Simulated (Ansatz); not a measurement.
**Geometry relaxation of Sn8O (part 2 of 2)**

Continued. System: Sn8O (slab, 9 atoms in the cell). Method: DFT PBEsol, scalar-relativistic, plane waves, PAW, no spin polarisation (Ansatz 0.2.0); cutoff 420 eV, 6×5×1 k-mesh, Gaussian smearing of 0.1 eV. The structure derives from an entry of the Crystallography Open Database. The input holds or restrains some coordinates. Forces given for the steps count only the free coordinates. It belongs to a series of runs on one base structure; here: O over the place (0/6, 4/6) of the surface cell, its height relaxed.

Geometry of the input (Å; fractional positions):
```
4.6256  0.0000  0.0000
0.0000  6.5416  0.0000
0.0000  0.0000  25.9384
Sn 0.5000  0.0000  0.3277
Sn 0.0000  0.2500  0.3277
Sn 0.0000  0.5000  0.4169
Sn 0.5000  0.7500  0.4169
Sn 0.5000  -0.0008  0.5078
Sn 0.0000  0.2508  0.5078
Sn 0.0000  0.5006  0.5966
Sn 0.5000  0.7494  0.5966
O  0.0000  1.1673  0.5843
```

```
WARN: The output density's exchange-correlation potential varies sharply where the density is thin. Do not read a vacuum level from v_tot or v_xc, or from such a field of the output density. On a cell that repeats whose density bears no net charge and no dipole along the vacuum's axis use v_es (v_loc + v_h of the components); under efield.dipole_correction with no amplitude use v_es + v_field, which holds any external_charges[].barrier, or the levels of the report's work_function block, which leave it out; under a non-zero efield.amplitude the vacuum is tilted and has no level; on a cell that repeats and bears such a dipole with no correction it is tilted too, and efield.dipole_correction with no amplitude gives each side of its ramp a level where efield: is served; in a cell that repeats whose density bears a net charge (total_charge, or a fill off its count) it is curved and has none; of a slab under crystal.periodic whose density bears no net charge use v_es, which has a level on each side, short of where the two are joined; of another it falls or rises all the way out and has none; of a slab beside external_charges read slab_vacuum_level instead, which it has where they leave it neutral. The grid or the basis barely resolves most such structure, and the values can differ between equally converged runs; as a rule a tighter scf.convergence.dr2_threshold does not remove it. Where the density itself ripples (under the LDA too) a higher basis.ecutwfc lessens it. The files hold the spikes' plane waves up to the density's cutoff. Files: v_tot_of_output_density and the like, and their columns of v_z.tsv (output.write_potential); v_xc_of_output_density and the like, and their columns of v_comp_z.tsv (output.write_potential_components). Measured: with its Gaussian average of σ = 0.25 Å subtracted twice, the exchange-correlation potential is over 0.1 eV at 52 of the grid points where the equally averaged density (valence and model cores) is under 1e-3 e/Å³, and 0.175 eV at the most among them, at an averaged density of 9.8e-4 e/Å³. The input density's (outcome.potential() and, of a run that writes arrays, v_tot and v_xc) is over 0.1 eV, so measured, at 52 points of its own thin density, 0.175 eV at the most. See output.write_potential in the manual, Limitations
SCF converged after 5 iterations
Free energy (F): -48154.188770 eV
Harris-Foulkes:  -48154.188770 eV  (|F-HF|=2.40e-8)
Internal energy: -48154.169194 eV  (E = F + TS)
E sigma→0 (E₀):  -48154.178982 eV
Entropy (-TS):   -0.019576 eV (-2.175 meV/atom)
Fermi energy:    -0.212349 eV
Dipole field:    D = -0.005226 V/Å  (p = -0.022668 e·Å, saw-weighted, corrected)
Work function:   Φ+ = 4.4559 eV   Φ− = 4.3203 eV
Levels:          The Fermi level and band energies are counted from a zero that moves with the ramp; work functions are not
--- Per-component energies (eV) ---
  E_band       = -1901.170807
  E_kinetic    = 1665.871418
  E_local      = -84619.869357  (includes V_loc(G=0)·N_el)
  E_nonlocal   = -195.117175
  E_hartree    = 42491.827385
  E_xc         = -3100.554046
  E_vxc        = -860.510144  (∫ρ·V_xc dr)
  E_paw        = -32673.922761  (= ΣΔE_a)
  E_vpaw       = -2875.308502  (= ΣTr[D̂ρ^β])
  E_aug_tail   = 0.002310  (compensation charges beyond the density's cutoff)
  E_efield     = 0.000059  (sawtooth field / dipole correction)
  E_vefield    = 0.103165  (∫n·V_field dr)
  E_ewald      = 28275.278967
  E_core_change = 2.314006  (= ΣΔE_core)
  E_smearing   = -0.019576  (= −TS)
  E_closure    = -0.000000  (closes the sum)
  Σ components = -48154.188770   (vs F -48154.188770, Δ=0.00e0)
--- Forces (eV/Å), atoms counted from 1 ---
  atom   1  Sn     0.00000000     0.04814967     0.15987059
  atom   2  Sn     0.00000000     0.03624664    -0.10457565
  atom   3  Sn     0.00000000    -0.06524793    -0.15791607
  atom   4  Sn     0.00000000     0.15953045    -0.00048547
  atom   5  Sn     0.00000000    -0.04401439    -0.42149280
  atom   6  Sn     0.00000000    -0.95912140     0.17403615
  atom   7  Sn     0.00000000    -1.03430260    -0.02852331
  atom   8  Sn     0.00000000    -0.03128591     0.37900833
  atom   9  O      0.00000000     1.89004637     0.00006256
  max |Σ_I F_I| component: 1.57e-5 eV/Å
--- Band table (eV; the first three rows and the last of 12) ---
  k-point 0: bands = ["-21.8085", "-21.7544", "-21.6824", "-21.6515", "-21.6472", "-21.6404", "-21.6277", "-21.5970", "-21.5895", "-21.5754", "-21.5486", "-21.5370", "-21.5210", "-21.5061", "-21.4902", "-21.4873", "-21.4507", "-21.4450", "-21.4041", "-21.3884", "-21.3808", "-21.3654", "-21.3557", "-21.3519", "-21.3355", "-21.3258", "-21.3021", "-21.3007", "-21.2609", "-21.2565", "-21.2452", "-21.2422", "-21.2198", "-21.2106", "-21.1894", "-21.1868", "-21.1674", "-21.1652", "-21.1367", "-21.0699", "-17.2564", "-10.0318", "-9.1793", "-8.4038", "-7.7298", "-7.0857", "-6.1332", "-4.5408", "-3.7028", "-3.0207", "-2.8101", "-2.5870", "-1.8101", "-1.8034", "-1.4778", "-1.2861", "-0.7702", "-0.6468", "-0.0935", "0.0251", "0.9009", "1.0909", "1.2217", "1.6898", "1.7133", "1.9525", "2.5639", "2.5817", "3.5436", "3.5576", "3.7744"]
  k-point 1: bands = ["-21.8087", "-21.7526", "-21.6802", "-21.6489", "-21.6465", "-21.6394", "-21.6254", "-21.5973", "-21.5913", "-21.5781", "-21.5557", "-21.5360", "-21.5286", "-21.5081", "-21.4939", "-21.4734", "-21.4673", "-21.4412", "-21.4009", "-21.3823", "-21.3795", "-21.3694", "-21.3685", "-21.3439", "-21.3286", "-21.3200", "-21.3035", "-21.2950", "-21.2699", "-21.2532", "-21.2381", "-21.2342", "-21.2176", "-21.2117", "-21.1964", "-21.1905", "-21.1691", "-21.1641", "-21.1403", "-21.0714", "-17.2563", "-9.9212", "-9.1406", "-8.5157", "-8.3042", "-6.4372", "-5.9559", "-4.7749", "-3.7816", "-3.0144", "-2.9579", "-2.3537", "-2.0322", "-1.7127", "-1.3903", "-0.9309", "-0.9017", "-0.6925", "-0.1918", "0.0629", "0.4309", "1.0955", "1.2807", "1.4986", "1.7668", "2.0061", "2.7483", "2.9697", "3.5213", "3.6112", "3.8950"]
  k-point 2: bands = ["-21.8089", "-21.7496", "-21.6767", "-21.6452", "-21.6432", "-21.6380", "-21.6218", "-21.5965", "-21.5964", "-21.5813", "-21.5681", "-21.5425", "-21.5292", "-21.5014", "-21.4954", "-21.4902", "-21.4742", "-21.4234", "-21.3994", "-21.3862", "-21.3844", "-21.3798", "-21.3561", "-21.3379", "-21.3229", "-21.3166", "-21.3052", "-21.2887", "-21.2683", "-21.2518", "-21.2280", "-21.2249", "-21.2150", "-21.2078", "-21.2077", "-21.1985", "-21.1788", "-21.1579", "-21.1486", "-21.0738", "-17.2562", "-9.6050", "-9.1137", "-8.9323", "-8.6786", "-5.7867", "-5.4659", "-5.0572", "-4.3363", "-3.0635", "-2.8388", "-2.6259", "-1.5501", "-1.4623", "-1.1775", "-1.1309", "-0.9386", "-0.5427", "-0.3929", "-0.1733", "0.1174", "0.8139", "1.2674", "1.5600", "1.7366", "2.2236", "3.0506", "3.4297", "3.6234", "3.7823", "3.8167"]
  k-point 11: bands = ["-21.8103", "-21.7617", "-21.6738", "-21.6643", "-21.6594", "-21.6376", "-21.6324", "-21.6102", "-21.6030", "-21.5609", "-21.5339", "-21.5122", "-21.4906", "-21.4852", "-21.4755", "-21.4586", "-21.4446", "-21.4240", "-21.4070", "-21.4057", "-21.3906", "-21.3820", "-21.3647", "-21.3484", "-21.3359", "-21.3202", "-21.3064", "-21.2950", "-21.2840", "-21.2799", "-21.2574", "-21.2473", "-21.2361", "-21.2197", "-21.1964", "-21.1779", "-21.1684", "-21.1637", "-21.0890", "-21.0887", "-17.2346", "-8.5346", "-8.4716", "-7.7220", "-7.6223", "-6.9707", "-6.6864", "-6.3338", "-6.2379", "-3.4492", "-3.3158", "-3.2227", "-2.4894", "-2.4065", "-1.8373", "-1.6027", "-1.4119", "-0.9882", "-0.4949", "0.1345", "0.1417", "0.7636", "1.7764", "1.8425", "2.7250", "2.8730", "3.2600", "3.5900", "4.0395", "4.3251", "4.3515"]
--- Relaxed structure (4 steps of the walk, 4 accepted, 0 SCFs on fresh bases) ---
  F+E_penalty+E_count = -48154.18876982 eV   max|allowed force component| = 6.256e-5 eV/Å
  atoms:
    - { symbol: Sn, position: [0.5, 0.0, 0.32769984369999994] }
    - { symbol: Sn, position: [0.0, 0.25, 0.32769984369999994] }
    - { symbol: Sn, position: [0.0, 0.5, 0.41686466599999994] }
    - { symbol: Sn, position: [0.5, 0.75, 0.41686466599999994] }
    - { symbol: Sn, position: [0.5, -0.0008212281, 0.5077593929999998] }
    - { symbol: Sn, position: [0.0, 0.2508212281, 0.5077593929999998] }
    - { symbol: Sn, position: [0.0, 0.5006201598, 0.5966396218999999] }
    - { symbol: Sn, position: [0.5, 0.7493798402, 0.5966396218999999] }
    - { symbol: O, position: [0.0, 1.1672868265, 0.5875382307624489] }
```

### Trajectory as extended XYZ (Å, eV, eV/Å), 4 frames, from step=1 to step=4
```
9
Lattice="4.6256 0.0000 0.0000 0.0000 6.5416 0.0000 0.0000 0.0000 25.9384" Properties=species:S:1:pos:R:3:forces:R:3 step=1 energy=-48154.15984
Sn    2.3128    0.0000    8.5000    0.0000   0.0533   0.1865
Sn    0.0000    1.6354    8.5000    0.0000   0.0411  -0.1443
Sn    0.0000    3.2708   10.8128    0.0000  -0.0773  -0.1348
Sn    2.3128    4.9062   10.8128    0.0000   0.1601  -0.0002
Sn    2.3128   -0.0054   13.1705    0.0000  -0.0925  -0.5131
Sn    0.0000    1.6408   13.1705    0.0000  -0.7950  -0.4886
Sn    0.0000    3.2748   15.4759    0.0000  -0.8763  -0.0491
Sn    2.3128    4.9021   15.4759    0.0000  -0.0714   0.4034
O     0.0000    7.6359   15.1559    0.0000   1.6581   0.7402
9
Lattice="4.6256 0.0000 0.0000 0.0000 6.5416 0.0000 0.0000 0.0000 25.9384" Properties=species:S:1:pos:R:3:forces:R:3 step=2 energy=-48154.18331
Sn    2.3128    0.0000    8.5000    0.0000   0.0502   0.1721
Sn    0.0000    1.6354    8.5000    0.0000   0.0385  -0.1223
Sn    0.0000    3.2708   10.8128    0.0000  -0.0705  -0.1480
Sn    2.3128    4.9062   10.8128    0.0000   0.1600  -0.0007
Sn    2.3128   -0.0054   13.1705    0.0000  -0.0641  -0.4625
Sn    0.0000    1.6408   13.1705    0.0000  -0.8988  -0.0852
Sn    0.0000    3.2748   15.4759    0.0000  -0.9624  -0.0417
Sn    2.3128    4.9021   15.4759    0.0000  -0.0499   0.3904
O     0.0000    7.6359   15.2019    0.0000   1.7974   0.2975
9
Lattice="4.6256 0.0000 0.0000 0.0000 6.5416 0.0000 0.0000 0.0000 25.9384" Properties=species:S:1:pos:R:3:forces:R:3 step=3 energy=-48154.18871
Sn    2.3128    0.0000    8.5000    0.0000   0.0484   0.1612
Sn    0.0000    1.6354    8.5000    0.0000   0.0365  -0.1065
Sn    0.0000    3.2708   10.8128    0.0000  -0.0658  -0.1569
Sn    2.3128    4.9062   10.8128    0.0000   0.1596  -0.0005
Sn    2.3128   -0.0054   13.1705    0.0000  -0.0460  -0.4260
Sn    0.0000    1.6408   13.1705    0.0000  -0.9535   0.1484
Sn    0.0000    3.2748   15.4759    0.0000  -1.0264  -0.0301
Sn    2.3128    4.9021   15.4759    0.0000  -0.0334   0.3804
O     0.0000    7.6359   15.2356    0.0000   1.8806   0.0300
9
Lattice="4.6256 0.0000 0.0000 0.0000 6.5416 0.0000 0.0000 0.0000 25.9384" Properties=species:S:1:pos:R:3:forces:R:3 step=4 energy=-48154.18877
Sn    2.3128    0.0000    8.5000    0.0000   0.0481   0.1599
Sn    0.0000    1.6354    8.5000    0.0000   0.0362  -0.1046
Sn    0.0000    3.2708   10.8128    0.0000  -0.0652  -0.1579
Sn    2.3128    4.9062   10.8128    0.0000   0.1595  -0.0005
Sn    2.3128   -0.0054   13.1705    0.0000  -0.0440  -0.4215
Sn    0.0000    1.6408   13.1705    0.0000  -0.9591   0.1740
Sn    0.0000    3.2748   15.4759    0.0000  -1.0343  -0.0285
Sn    2.3128    4.9021   15.4759    0.0000  -0.0313   0.3790
O     0.0000    7.6359   15.2398    0.0000   1.8900   0.0001
```

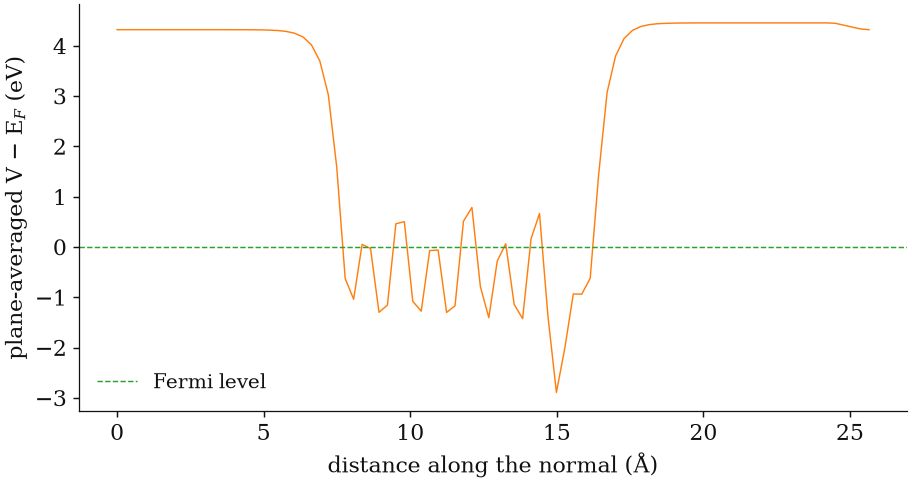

**Figure 1.** Plane average of the electrostatic potential energy of an electron across the cell, from the Fermi level. The vacuum level lies 4.46 eV above the Fermi level on the upper side and 4.32 eV on the lower.

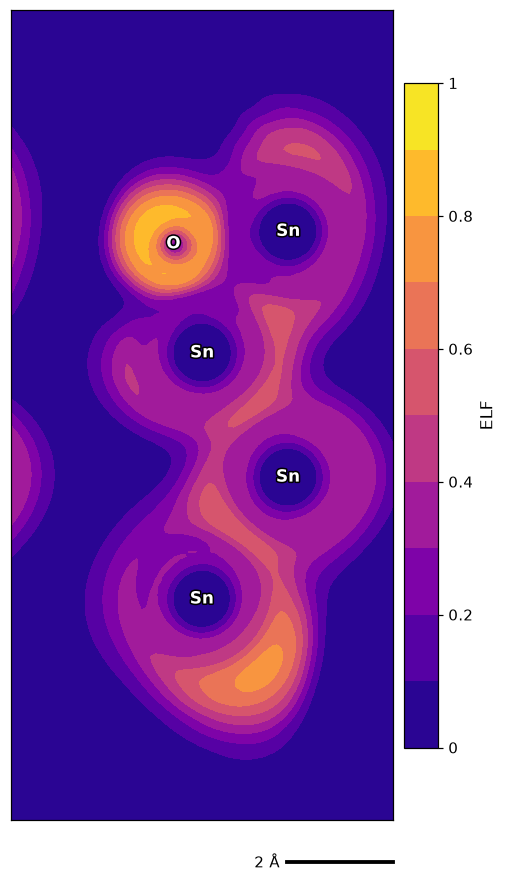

**Figure 2.** Electron localisation function on the (100) plane of the calculation cell, a cut from vacuum to vacuum. The section cuts through Sn and O sites. Sn–O (2.14 Å): the ELF is about 0.25 at the midpoint (a polar contact without a shared pair, in a metal). Sn–Sn (2.83 Å): the ELF is about 0.55 at the midpoint (no shared electron pair). Sn–O (2.19 Å): the ELF is about 0.25 at the midpoint; no shared pair; the contact is polar. Sn–Sn (2.87 Å): the ELF is about 0.55 at the midpoint (no localised pair between them). Core electrons are frozen (PAW), so the fields are smoothed inside the atomic spheres.

### Summary

- outcome: converged under the restraints of the input
- electrons treated: 118
- free energy: −48154.1888 eV
- work function, top face: 4.46 eV
- work function, bottom face: 4.32 eV
- Fermi energy: −0.212 eV
- gap on the k-point mesh: none (metallic)
- final volume: 784.86 Å³
- work function (upper face): 4.46 eV
- largest force (length of the vector) at the end, held atoms and coordinates included: 1.890 eV/Å
- wall time: 3.4 min (CPU time 6.6 min)
- peak memory: 1.3 GiB

Warnings of the run: the exchange-correlation potential is rough where the density is thin.
